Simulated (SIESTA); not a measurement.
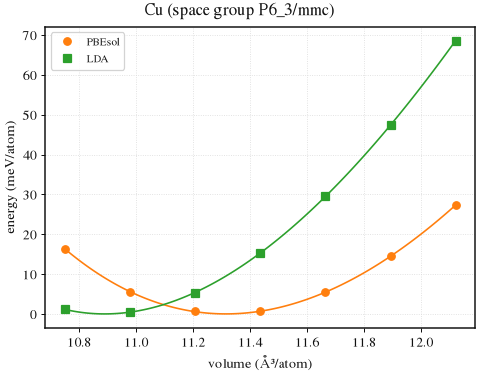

Plotted: energy against volume, with one curve for each functional, for Cu (space group P6_3/mmc).

How it was computed, with SIESTA 5.4.2: DFT in numerical atomic orbitals with pseudopotentials, no spin polarisation; energies at scaled volumes of the given cell, shape and fractions fixed, counted from the fit's minimum, third-order Birch-Murnaghan fit. All runs: no spin polarisation.

- k mesh: 12×12×7
- occupations: Fermi–Dirac
- smearing width: 0.05 eV
- potentials: PseudoDojo 0.4 standard, converted to PSML, two zetas on semicore shells

Order the curves by fitted equilibrium volume, smallest first.

LDA 10.889, PBEsol 11.315 Å³/atom.

Order the curves by fitted bulk modulus, smallest first.

PBEsol 170.3, LDA 198.1 GPa.

Note: mulliken charges of long orbitals; short basis over semicore shells; shape and atomic fractions are frozen while scaling, which makes layered, chain and framework solids too stiff.

The computed values:

PBEsol:
```json
{"volume (Å³/atom)": "10.75", "energy (meV/atom)": "16.33"}
{"volume (Å³/atom)": "10.98", "energy (meV/atom)": "5.52"}
{"volume (Å³/atom)": "11.21", "energy (meV/atom)": "0.67"}
{"volume (Å³/atom)": "11.44", "energy (meV/atom)": "0.64"}
{"volume (Å³/atom)": "11.66", "energy (meV/atom)": "5.39"}
{"volume (Å³/atom)": "11.89", "energy (meV/atom)": "14.55"}
{"volume (Å³/atom)": "12.12", "energy (meV/atom)": "27.31"}
```

LDA:
```json
{"volume (Å³/atom)": "10.75", "energy (meV/atom)": "1.12"}
{"volume (Å³/atom)": "10.98", "energy (meV/atom)": "0.48"}
{"volume (Å³/atom)": "11.21", "energy (meV/atom)": "5.37"}
{"volume (Å³/atom)": "11.44", "energy (meV/atom)": "15.28"}
{"volume (Å³/atom)": "11.66", "energy (meV/atom)": "29.48"}
{"volume (Å³/atom)": "11.89", "energy (meV/atom)": "47.39"}
{"volume (Å³/atom)": "12.12", "energy (meV/atom)": "68.60"}
```
